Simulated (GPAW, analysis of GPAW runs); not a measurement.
## Reproducing a measured hyperfine coupling: NV- centre in diamond (GPAW)

How near does this set-up come to the measured hyperfine coupling? Subject: NV- centre in diamond. Set-up: RPBE, plane waves 500 eV, 64-site cell, RPBE lattice, k: the zone centre alone then 2x2x2 shifted. The model is a cell of 64 host atoms with 1 site emptied and N put on another atom's site. The isotropic coupling follows from the spin density at the nucleus, the nuclear g-factor and the total spin.

What was measured. 14N, isotropic: -2.51 MHz at 300 K, by EPR (room temperature) (“Hyperfine interaction in the ground state of the negatively charged nitrogen vacancy center in diamond”, 2009, S. Felton et al.).

Calculated with GPAW 26.7.0; GPAW plane-wave PAW DFT, RPBE; relaxation of all atoms of a defect supercell.

## Step 1: Starting point

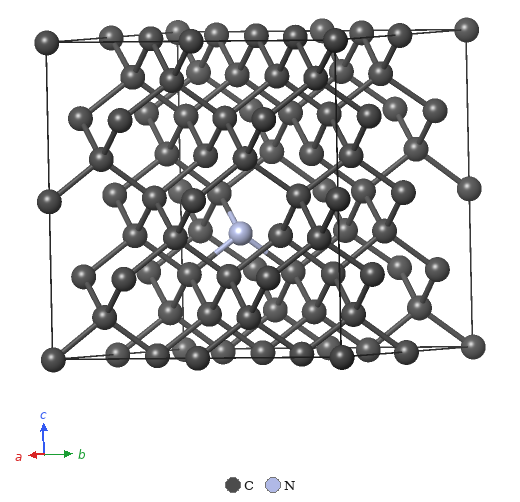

Start, viewed slightly off an axis; carbon dark grey, nitrogen light blue. Bonds to atoms that aren't drawn are left out. Some periodic images of atoms are drawn too.

The cell holds 63 atoms: 62 C and 1 N. Cell: a = 7.177 Å, b = 7.177 Å, c = 7.177 Å, α = 90.0°, β = 90.0°, γ = 90.0°. It derives from C (space group Fd-3m). Nearest the centre at fractional (0.375, 0.375, 0.375): C26 at 1.56 Å, C48 at 1.56 Å, N4 at 1.57 Å, C41 at 1.57 Å, C20 at 2.52 Å, C45 at 2.52 Å, C13 at 2.52 Å, C7 at 2.53 Å. The cell carries charge −1.

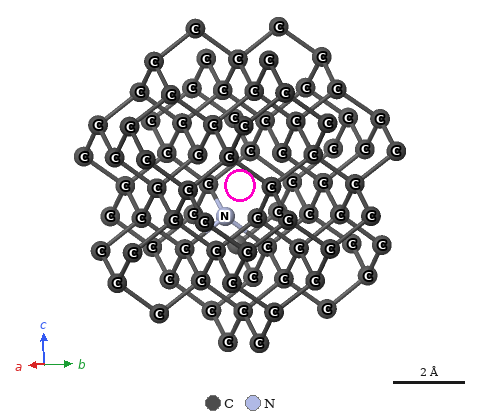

The atoms within 5 Å of the centre. A ring marks the centre wherever it is empty.

The host's primitive cell comes from a first run (GPAW plane-wave PAW DFT, RPBE; relaxation of cell and atoms of a defect-free cell): vectors of 2.538, 2.538 and 2.538 Å. That is 5.78 Å³ an atom, 1.9 % over the diffraction cell's volume. The supercell is built on it.

## Step 2: Relaxation, charge −1

Every later number rests on the structure around the defect, so the atoms are relaxed at the host's lattice first.

Input file run.py:

```python
import numpy as np
from ase.io import read, write
from ase.parallel import parprint, world
from gpaw import GPAW, PW
from ase.optimize import BFGS

atoms = read('POSCAR')
magmoms = np.zeros(len(atoms))
magmoms[[3, 5, 6, 4]] = 2 / 4
atoms.set_initial_magnetic_moments(magmoms)
calc = GPAW(mode=PW(500),
            xc='RPBE',
            kpts={'size': (1, 1, 1), 'gamma': True},
            charge=-1,
            occupations={'name': 'fermi-dirac', 'width': 0.01, 'fixmagmom': True},
            nbands=136,
            convergence={'density': 1e-05, 'forces': 0.001},
            maxiter=150,
            symmetry='off',
            txt='gpaw.txt')
atoms.calc = calc
opt = BFGS(atoms, trajectory='relax.traj', logfile='-')
done = opt.run(fmax=0.02, steps=80)
parprint('Converged:', done)
energy = atoms.get_potential_energy()
forces = atoms.get_forces()
parprint(f'Energy: {energy:.6f} eV, largest force {np.linalg.norm(forces, axis=1).max():.4f} eV/A')
calc.write('gs.gpw')
write('final.xyz', atoms)
parprint('Moments:', atoms.get_magnetic_moments().round(3))
for s in range(calc.get_number_of_spins()):
    parprint('Levels (eV), spin', s, calc.get_eigenvalues(kpt=0, spin=s)[-16:].round(3))
```

Input file POSCAR:

```
C  N  C 
 1.0000000000000000
     7.1774074939203381    0.0000000000000009    0.0000000000000000
    -0.0000000000000004    7.1774074939203389    0.0000000000000000
    -0.0000000000000004   -0.0000000000000018    7.1774074939203345
 C   N   C  
   3   1  59
Direct
 -0.0006452367543467 -0.0025364759138112  0.2509563803989764
 -0.0026883185963084  0.2502570925882246 -0.0006866959949250
  0.2517126010101509  0.0020506223883211  0.0007916078724019
  0.2474565514098163  0.2495999771389081  0.2489343749686117
  0.1267774277723312  0.1235153971433661  0.3734503526887112
  0.1266313782761591  0.3737373591537324  0.1231267555029390
  0.3761194418248389  0.1275267949695967  0.1246438275408093
 -0.0022404425020207  0.0015599843554998  0.7505581829130143
  0.0018484009033237  0.2517191187528077  0.4988198541025393
  0.2512812192753452  0.0018292380634475  0.5016664520645564
  0.2524166025340555  0.2512913417657111  0.7494928832751226
  0.1253557694371548  0.1248122303507834  0.8722426692861903
  0.1273905106203717  0.3763588703452052  0.6245487439788970
  0.3724124301770752  0.1257607890348440  0.6242997254459650
  0.3766008783850462  0.3770643385029386  0.8759697404278193
  0.0019639349886263  0.5011462900271743  0.2483895097268907
 -0.0019760925896508  0.7500295175498845  0.0019644054098270
  0.2475340429492102  0.4987137881451209 -0.0001715241470892
  0.2505278794694197  0.7495978036178537  0.2527063407822592
  0.1264841018416556  0.6228847928527539  0.3760430926433618
  0.1247716658015153  0.8725544858678742  0.1263160646058358
  0.3729053178663183  0.6243883519201970  0.1232671135358381
  0.3765796653308799  0.8751018912936446  0.3772932459970443
 -0.0006353450935324  0.4972905012059171  0.7498597925942446
  0.0002176810579446  0.7505468942099383  0.5027236409707563
  0.2504508986886079  0.5024166634769375  0.4986880821887939
  0.2511675369404838  0.7475889550781902  0.7492329122166053
  0.1254384772056134  0.6277486482496669  0.8748681963869109
  0.1231457767827907  0.8755087374640397  0.6270168649563954
  0.3756503784614292  0.6231407391851436  0.6269710045338794
  0.3766277113183740  0.8740681008159642  0.8729392181826724
  0.5013073095464308 -0.0008650471614543  0.2523037652518063
  0.5005738901864704  0.2510610146622304  0.0025118908732652
  0.7498913341083737  0.0012159041717515  0.0025048886415145
  0.7497088935930030  0.2518782895915989  0.2520376416747938
  0.6225303362417637  0.1240305602069594  0.3741481493603937
  0.6249362233880370  0.3777844004713541  0.1250880240119704
  0.8741546539246884  0.1273788393820123  0.1261794977241198
  0.8760539099079181  0.3751821481487196  0.3724269088861850
  0.4999379349630910  0.0019294623860282  0.7520094827475322
  0.5006616305949313  0.2492438846771906  0.5025990832971924
  0.7518825091967922  0.0018427137664205  0.5009084395663411
  0.7478763015143605  0.2499012726107280  0.7481986495658093
  0.6270214661468173  0.1255109513680691  0.8768485953824693
  0.6225937180175672  0.3738060488193438  0.6242590616047310
  0.8761414263482881  0.1264148812406180  0.6271118613875240
  0.8725361394331542  0.3763007826369755  0.8749546397455725
  0.4987818684275951  0.5021091640189200  0.2486463808134262
  0.5018051971332987  0.7505195383446088 -0.0020581653966532
  0.7479445930324850  0.4999126840336073 -0.0018794637161760
  0.7502500295495969  0.7502119333000464  0.2472328220917017
  0.6269903023172705  0.6257535027828234  0.3767987862028552
  0.6262996558846030  0.8752836880211503  0.1274484928590948
  0.8747206905550958  0.6276478356800116  0.1258219818063779
  0.8763202786265131  0.8755887984975422  0.3726177988022089
  0.5009085398198008  0.5018053538192380  0.7519183196634716
  0.4996473474287850  0.7523206280654057  0.4984983266220812
  0.7527503150148548  0.5004451336799566  0.4999518116808498
  0.7521714163120606  0.7505006974274684  0.7516730065487945
  0.6252720531450243  0.6248523129547574  0.8777692737830577
  0.6229112488939975  0.8739792990476229  0.6265362259988564
  0.8774810304862716  0.6247260053581143  0.6262385944821173
  0.8748046595499470  0.8774111360242329  0.8736168995082731
```

Launch:

```bash
$ OMP_NUM_THREADS=1 mpirun -n 4 gpaw python run.py > stdout
```

Log:

```text
__  _  _
 | _ |_)|_||  |
 |__||  | ||/\| - 26.7.0

Input parameters:
  mode=PW(ecut=500.0),
  charge=-1,
  convergence={'density': 1e-05, 'forces': 0.001},
  kpts=MonkhorstPack(size=(1, 1, 1), gamma=True),
  maxiter=150,
  nbands=136,
  occupations=Occupations(name='fermi-dirac', width=0.01, fixmagmom=True),
  symmetry=Symmetry(point_group=False, time_reversal=False),
  xc=XC(name='RPBE')

Diagonalizing LCAO Hamiltonian
Converting LCAO to pw mode

                 C        C
            C  C     C C
         C   C C  C   C C
          C  C  C C  C   C
       C  CC    CC C      C
            C C      CCC
        C      C C    CCC
         CCC C    C C
          C N   C  C C   C
       C   C C  C   C C
        C     C  C     C
           C        C

Atoms  # Å, Bohr magnetons
|    | symbol |         x |         y |         z |    initial magnetic moments |
|----|--------|-----------|-----------|-----------|-----------------------------|
|  0 |      C | -0.004631 | -0.018205 |  1.801216 | ( 0.0000,  0.0000,  0.0000) |
|  1 |      C | -0.019295 |  1.796197 | -0.004929 | ( 0.0000,  0.0000,  0.0000) |
|  2 |      C |  1.806644 |  0.014718 |  0.005682 | ( 0.0000,  0.0000,  0.0000) |
|  3 |      N |  1.776097 |  1.791481 |  1.786703 | ( 0.0000,  0.0000,  0.5000) |
|  4 |      C |  0.909933 |  0.886520 |  2.680405 | ( 0.0000,  0.0000,  0.5000) |
|  5 |      C |  0.908885 |  2.682465 |  0.883731 | ( 0.0000,  0.0000,  0.5000) |
|  6 |      C |  2.699563 |  0.915312 |  0.894620 | ( 0.0000,  0.0000,  0.5000) |
|  7 |      C | -0.016081 |  0.011197 |  5.387062 | ( 0.0000,  0.0000,  0.0000) |
|  8 |      C |  0.013267 |  1.806691 |  3.580233 | ( 0.0000,  0.0000,  0.0000) |
|  9 |      C |  1.803548 |  0.013129 |  3.600665 | ( 0.0000,  0.0000,  0.0000) |
| 10 |      C |  1.811697 |  1.803620 |  5.379416 | ( 0.0000,  0.0000,  0.0000) |
[...]
Unit cell  # Å
| periodic |         x |         y |        z |  lengths |    angles |
|----------|-----------|-----------|----------|----------|-----------|
|      yes |  7.177407 |  0.000000 | 0.000000 | 7.177407 | 90.000000 |
|      yes | -0.000000 |  7.177407 | 0.000000 | 7.177407 | 90.000000 |
|      yes | -0.000000 | -0.000000 | 7.177407 | 7.177407 | 90.000000 |

Number of symmetries: 1
Symmetry operations  # r_c * U_cc + t_c -> r_c
|   | kind |            matrix            |
|---|------|------------------------------|
| 0 |  E   |  1, 0, 0,  0, 1, 0,  0, 0, 1 |

BZ-sampling:
  Number of BZ points: 1
  Number of IBZ points: 1

  Monkhorst-Pack size: [1, 1, 1]
  Monkhorst-Pack shift: [0, 0, 0]

K-points  # in reciprocal-cell coordinates
|   |                                coordinates |     weight |
|---|--------------------------------------------|------------|
| 0 | (  0.00000000,   0.00000000,   0.00000000) | 1.00000000 |

Plane wave coefficients: 4718
Cutoff: 500.0 eV

Spin-components: 2 (collinear spins)
Bands:           136
Projectors:      315
Spin-degeneracy: 1
Datatype:        float64

Density:
  Valence electrons: 253.0
  Components: 2
  Grid points: [40 40 40]
  Charge: -1.0  # |e|

Potential:
  Grid points: [40 40 40]

species:
  C:
    name:    Carbon
    Z:       6.0
    valence: 4
    core:    2
    charge:  0.0  # [|e|]
    compensation charges:
      type: gauss
      rc: 0.20  # [Å]
      lmax: 2
    cutoffs:
      filter: 1.14  # [Å]
      core: 1.14  # [Å]
    projectors
    | kind |    occ | energy [eV] | rcut [Å] |
    |------|--------|-------------|----------|
    |   2s |  2.000 |     -13.815 |    0.635 |
    |   2p |  2.000 |      -5.254 |    0.635 |
    |    s |        |      13.396 |    0.635 |
    |    p |        |      21.957 |    0.635 |
    |    d |        |       0.000 |    0.635 |

    Using partial waves for C as LCAO basis

  N:
    name:    Nitrogen
    Z:       7.0
    valence: 5
    core:    2
    charge:  0.0  # [|e|]
    compensation charges:
      type: gauss
      rc: 0.18  # [Å]
      lmax: 2
    cutoffs:
      filter: 1.11  # [Å]
      core: 0.96  # [Å]
    projectors
    | kind |    occ | energy [eV] | rcut [Å] |
    |------|--------|-------------|----------|
    |   2s |  2.000 |     -18.658 |    0.603 |
    |   2p |  3.000 |      -7.050 |    0.529 |
    |    s |        |       8.553 |    0.603 |
    |    p |        |      20.161 |    0.529 |
    |    d |        |       0.000 |    0.577 |

    Using partial waves for N as LCAO basis

Reference energy: -65303.413723  # eV

eigensolver:
  PPCG
  Converge bands: occupied
  niter=2

density mixing:
  MSR1-Mixer
  Pratt-step length: 0.05
  Maximum mixing coefficient: 0.75
  Old densities: 10
  SVD Regularization: 0.005
  Good broyden scale: 1.0
  Trust region scale: 1.0
  Backstep threshold: 4.0
  History deletion threshold: 6.0
  Fourier metric: weight=20.0, sigma=0.015

occupation numbers:
  Fixed magnetic moment: 2.000
  Fermi-Dirac:
    width: 0.0100  # eV

poisson solver:
  ecut: 4000.0  # eV
  uniform background charge: -1.0  # electrons

xc functional:
  name: RPBE with 2 nearest neighbor stencil

Initialization done in: 9.970 s

convergence criteria:
- Maximum integral of absolute [dens]ity change: 1e-05 electrons / valence electron
[...]
SCF iterations
|iter     | |      energy | eigst |  dens |force |  magmom |
|---------|-|-------------|-------|-------|------|---------|
|iter:   1| | -516.966112c| -4.92 |       |      |  +2.0000|
[...]
|iter:   3| | -516.965882c| -5.51 | -3.69 |      |  +2.0000|
|iter:   4| | -516.965876c| -6.83 | -4.08 |      |  +2.0000|
|iter:   5| | -516.965875c| -7.60c| -4.34 |      |  +2.0000|
|iter:   6| | -516.965875c| -7.77c| -4.69 |      |  +2.0000|
|iter:   7| | -516.965875c| -8.27c| -5.17c|-1.58 |  +2.0000|
|iter:   8| | -516.965875c| -8.84c| -5.68c|-3.63c|  +2.0000|

Converged in 8 steps
SCF loop duration: 14.222 s (1.778 s/step)
Energy contributions relative to reference atoms: (reference = -65303.413723)

Energy contributions:
  Kinetic:         521.283541
  Coulomb:        -464.457015
  Zero:              0.666490
  External:          0.000000
  Xc:             -574.458891
  Entropy:          -0.000000
  Spinorbit:         0.000000
  ----------------------------
  Free energy:    -516.965875
  Extrapolated:   -516.965875

dipole moment: (-2.812650, -2.423148, -2.725134)  # |e|*Ang

Total magnetic moment: (0.000000, 0.000000, 2.000000)

Local magnetic moments
|        x |        y |         z |
|----------|----------|-----------|
[...]
Fermi levels: 14.726, 14.158
Eigenvalues  # (at kpt = [0.000, 0.000, 0.000])
| band index |      eig [eV] | occ [0-1] |      eig [eV] | occ [0-1] |
|------------|---------------|-----------|---------------|-----------|
[...]
|        ... |               |           |               |           |
[...]
Gap: 1.275 eV
Transition (v -> c):
  (s=1, k=0, n=127, [0.00, 0.00, 0.00]) -> (s=0, k=0, n=128, [0.00, 0.00, 0.00])
No difference between direct/indirect transitions

Forces  # eV/Ang
|        x |        y |        z |
|----------|----------|----------|
[...]
C        C
            C  C     C C
         C   C C  C   C C
          C C   C C  C   C
          CC    CC C      C
       C    CCC      CCC
        C      C C    CCC
         CCC C    C C
          C N   C  C C   C
       C   C  C C  C  C
        C     C  C     C
           C        C

Atoms  # Å, Bohr magnetons
|    | symbol |         x |         y |         z |    initial magnetic moments |
|----|--------|-----------|-----------|-----------|-----------------------------|
[...]
|  3 |      N |  1.710293 |  1.712275 |  1.710747 | ( 0.0000,  0.0000,  0.0028) |
[...]
| 58 |      C |  5.383836 |  5.385284 |  5.384319 | ( 0.0000,  0.0000,  0.0010) |
| 59 |      C |  4.486405 |  4.488157 |  6.281124 | ( 0.0000,  0.0000, -0.0016) |
| 60 |      C |  4.486614 |  6.282335 |  4.487174 | ( 0.0000,  0.0000, -0.0016) |
| 61 |      C |  6.280751 |  4.487805 |  4.486665 | ( 0.0000,  0.0000, -0.0016) |
| 62 |      C |  6.280985 |  6.282965 |  6.281764 | ( 0.0000,  0.0000,  0.0010) |

Unit cell  # Å
| periodic |         x |         y |        z |  lengths |    angles |
|----------|-----------|-----------|----------|----------|-----------|
|      yes |  7.177407 |  0.000000 | 0.000000 | 7.177407 | 90.000000 |
|      yes | -0.000000 |  7.177407 | 0.000000 | 7.177407 | 90.000000 |
|      yes | -0.000000 | -0.000000 | 7.177407 | 7.177407 | 90.000000 |

Initialization done in: 1.211 s

convergence criteria:
- Maximum integral of absolute [dens]ity change: 1e-05 electrons / valence electron
- Maximum change in the atomic [forces] across last 2 cycles: 0.001 eV/Ang OR
Maximum error relative to the maximum force is below inf
- Maximum [total energy] change in last 3 cyles: 0.0005 eV / valence electron
- Maximum integral of absolute [eigenst]ate change: 4e-08 eV^2 / valence electron
maximum number of iterations: 150

SCF iterations
|iter     | |      energy | eigst |  dens |force |  magmom |
|---------|-|-------------|-------|-------|------|---------|
|iter:   1| | -516.966068c| -5.40 |       |      |  +1.9998|
|iter:   2| | -516.966052c| -7.07 | -3.89 |      |  +1.9998|
|iter:   3| | -516.966011c| -6.06 | -3.94 |      |  +1.9999|
|iter:   4| | -516.966009c| -7.35 | -4.31 |      |  +1.9999|
|iter:   5| | -516.966009c| -7.54c| -4.59 |      |  +2.0000|
|iter:   6| | -516.966009c| -8.02c| -4.97 |      |  +2.0000|
|iter:   7| | -516.966009c| -8.59c| -5.39c|-1.83 |  +2.0000|
|iter:   8| | -516.966009c| -9.02c| -5.80c|-3.58c|  +2.0000|

Converged in 8 steps
SCF loop duration: 13.919 s (1.740 s/step)
Energy contributions relative to reference atoms: (reference = -65303.413723)

Energy contributions:
  Kinetic:         521.276165
  Coulomb:        -464.452550
  Zero:              0.666522
  External:          0.000000
  Xc:             -574.456146
  Entropy:          -0.000000
  Spinorbit:         0.000000
  ----------------------------
  Free energy:    -516.966009
  Extrapolated:   -516.966009

dipole moment: (-2.832866, -2.436035, -2.739783)  # |e|*Ang

Total magnetic moment: (0.000000, 0.000000, 2.000000)

Local magnetic moments
|        x |        y |         z |
|----------|----------|-----------|
[...]
Fermi levels: 14.726, 14.158
Eigenvalues  # (at kpt = [0.000, 0.000, 0.000])
| band index |      eig [eV] | occ [0-1] |      eig [eV] | occ [0-1] |
|------------|---------------|-----------|---------------|-----------|
[...]
|        ... |               |           |               |           |
[...]
|        131 |        16.057 |     0.000 |        16.080 |     0.000 |
|        132 |        16.063 |     0.000 |        16.112 |     0.000 |
|        133 |        16.063 |     0.000 |        16.112 |     0.000 |
|        134 |        16.392 |     0.000 |        16.415 |     0.000 |
|        135 |        16.439 |     0.000 |        16.458 |     0.000 |

Gap: 1.274 eV
Transition (v -> c):
  (s=1, k=0, n=127, [0.00, 0.00, 0.00]) -> (s=0, k=0, n=128, [0.00, 0.00, 0.00])
No difference between direct/indirect transitions

Forces  # eV/Ang
|        x |        y |        z |
|----------|----------|----------|
[...]
|  0.00616 |  0.00908 |  0.00332 |  # C   58
| -0.00180 | -0.00177 |  0.00131 |  # C   59
| -0.00114 |  0.00165 | -0.00328 |  # C   60
| -0.00014 |  0.00463 |  0.00114 |  # C   61
|  0.00274 | -0.00316 | -0.00512 |  # C   62

# Writing to gs.gpw (mode='')
```

The job ended after 3.4 min (4 MPI ranks of Arm Neoverse V1, shared host; peak memory 1.6 GiB).

The steps of the relaxation:

```
step  energy less that of the first step (eV)
   0                                   0.0000
   1                                  -0.8663
   2                                  -1.1487
   3                                  -1.2256
   4                                  -1.2522
   5                                  -1.2574
   6                                  -1.2588
   7                                  -1.2592
   8                                  -1.2593
```

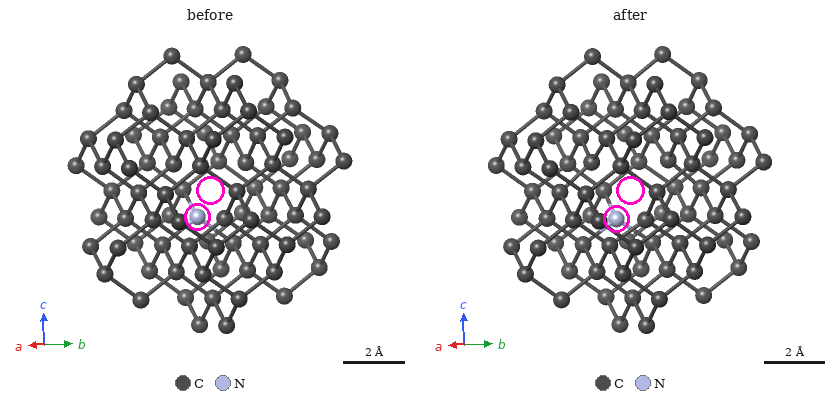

Before and after: the atoms that start within 5 Å of the centre. N4, which moves most, is ringed if it is among them. A ring with no atom in it marks the empty centre.

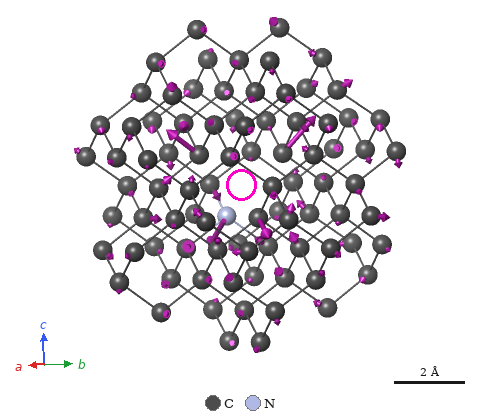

Displacements in the relaxation near the centre, exaggerated; the longest in the cell stands for 0.13 Å. A ring marks the centre wherever it is empty.

The atoms that moved most (Å):

```
atom      dx      dy      dz  length
  N4  -0.066  -0.079  -0.076   0.128
 C26  -0.059   0.063   0.089   0.124
 C48   0.088   0.067  -0.046   0.120
 C41   0.075  -0.050   0.062   0.109
  C7  -0.049  -0.015   0.005   0.052
 C22   0.029  -0.006   0.032   0.043
 C43   0.027   0.011   0.025   0.038
 C14   0.032   0.015  -0.007   0.036
```

Neighbours of the ideal centre at the end:

```
atom  distance (Å)
 C41         1.678
 C26         1.679
 C48         1.679
  N4         1.698
 C36         2.514
 C37         2.515
 C14         2.515
 C13         2.515
 C20         2.516
 C22         2.516
  C7         2.534
  C5         2.534
  C6         2.536
 C45         2.536
 C30         2.538
 C52         2.538
```

Numbers from this step:

| Item | Value |
| --- | --- |
| total moment | 2.000 μB |

From the first step to the last the energy fell by 1.259 eV, and the largest move was 0.13 Å (N4).

(Part 1 of 2 ends here.)

[Logs are printed without paths, hosts, clocks, repeated set-up lines and the standing remarks that a program may print on its own settings, such as how far it seeks lower states.]

[Hosts, paths, dates, database ids (printed as entryN), source tags and the programs' standing remarks are cut or masked in the printed files.]

[For some hosts the program warned that the k-mesh of the response run may be too coarse for force constants and the static dielectric constant; such warnings are not shown here.]
